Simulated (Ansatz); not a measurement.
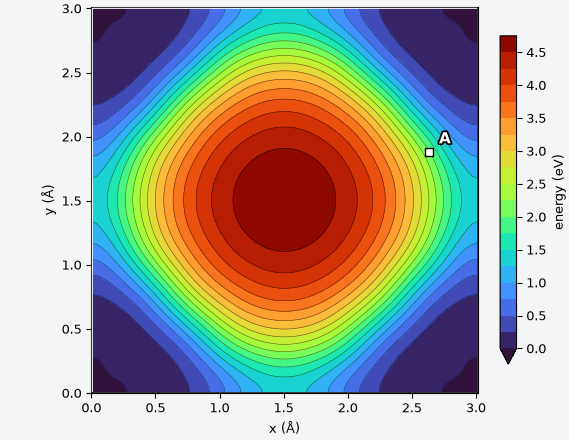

C on a TiC(100) slab cut from the Fm-3m phase, its upper half relaxed before the scan (24 atoms of substrate and one adsorbate in a 2 × 2 cell). 
- C is moved over the surface cell; relaxed at each place: the height of the adsorbate's atoms; substrate rigid; the origin of the map has the adsorbate above C21.
- Places are given modulo a cell vector. The map is drawn in real space over the plane of the surface.
- The scan uses an 8 × 8 grid; 15 points were computed and 49 follow by symmetry.
- Places are given in fractions of the 1 × 1 surface cell.
- All energies are given in eV relative to the lowest grid point.
- The calculation used Ansatz 0.2.0, DFT LDA, scalar-relativistic, plane waves, PAW. Settings: cutoff 420 eV, k-mesh 5×5×1, gaussian smearing 0.1 eV, no spin polarisation.

In the figure: filled contours, the outline of one cell of the plane, the point A. Between grid points the surface is interpolated.

> Which way does the force act at A, and how strong is it?

A, at (7/8, 5/8) of the cell vectors, is not a stationary point. The computed force is 5.2 eV/Å in the plane, pointing up and right in the picture (components 4.4 and 2.6 eV/Å).
